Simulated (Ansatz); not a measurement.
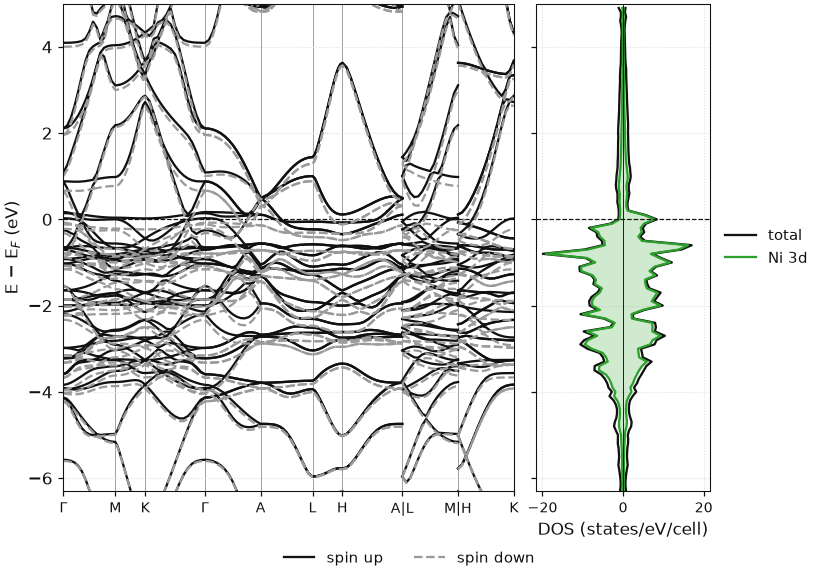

Band structure and density of states. Energies are counted from the Fermi level. The partial curves are projected on Löwdin-orthogonalised atomic shells. Spin-down states are drawn negative.

### What lattice type does the k path imply?

A hexagonal (primitive) lattice: the path Γ–M–K–Γ–A–L–H–A|L–M|H–K runs through the special points of its Brillouin zone.

This input was run:

```
crystal:
  lattice:
    - [5.004122473, 0.0, 0.0]
    - [-2.5020612365, 4.3336971853, 0.0]
    - [0.0, 0.0, 4.0263413924]
  atoms:
    - { symbol: Al, position: [0.6666666667, 0.3333333333, 0.25] }
    - { symbol: Al, position: [0.3333333333, 0.6666666667, 0.75] }
    - { symbol: Ni, position: [0.3287003692, 0.1643501846, 0.75], spin: -0.2 }
    - { symbol: Ni, position: [0.8356498154, 0.1643501846, 0.75], spin: -0.2 }
    - { symbol: Ni, position: [0.8356498154, 0.6712996308, 0.75], spin: -0.2 }
    - { symbol: Ni, position: [0.6712996308, 0.8356498154, 0.25], spin: -0.2 }
    - { symbol: Ni, position: [0.1643501846, 0.8356498154, 0.25], spin: -0.2 }
    - { symbol: Ni, position: [0.1643501846, 0.3287003692, 0.25], spin: -0.2 }
basis:
  ecutwfc: 420
kpoints:
  mp_grid: { grid: [12, 12, 10] }
  band_path:
    path:
      - [[0.0, 0.0, 0.0], [0.5, 0.0, 0.0], [0.33333333, 0.33333333, 0.0], [0.0, 0.0, 0.0], [0.0, 0.0, 0.5], [0.5, 0.0, 0.5], [0.33333333, 0.33333333, 0.5], [0.0, 0.0, 0.5]]
      - [[0.5, 0.0, 0.5], [0.5, 0.0, 0.0]]
      - [[0.33333333, 0.33333333, 0.5], [0.33333333, 0.33333333, 0.0]]
    npoints: 14
hamiltonian:
  xc: pbesol
scf:
  occupations: { method: gaussian, width: 0.1 }
  n_extra_bands: 20
output:
  forces: true
  stress: true
  eigenvalues: true
  populations: true
  dos: { projected: true, de: 0.02, nscf_kmesh: { grid: [18, 18, 15] } }
  bader: true
  write_density: true
  write_potential: true
  elf: true
  volumetric_format: npy
magnetization:
  spin_polarized: true
checkpoint:
  read: start.run
  write: ck
  compress: false
  write_wavefunctions: false
  write_every: 100000
```

Launched with:
```bash
ansatz run input.yaml --threads 2 --pin off --max-ram 5120MiB --backend cpu --events-out ev --progress --plain --runs-dir out
```

### Metal, semiconductor or insulator?

A metal: 4 spin-up and 4 spin-down bands cross the Fermi level along this path.

### What is the density of states at the Fermi level?

The density of states at the Fermi level isn't well fixed here: it changes fast, and within 0.3 eV it runs from 2.3 to 13 per eV and cell.
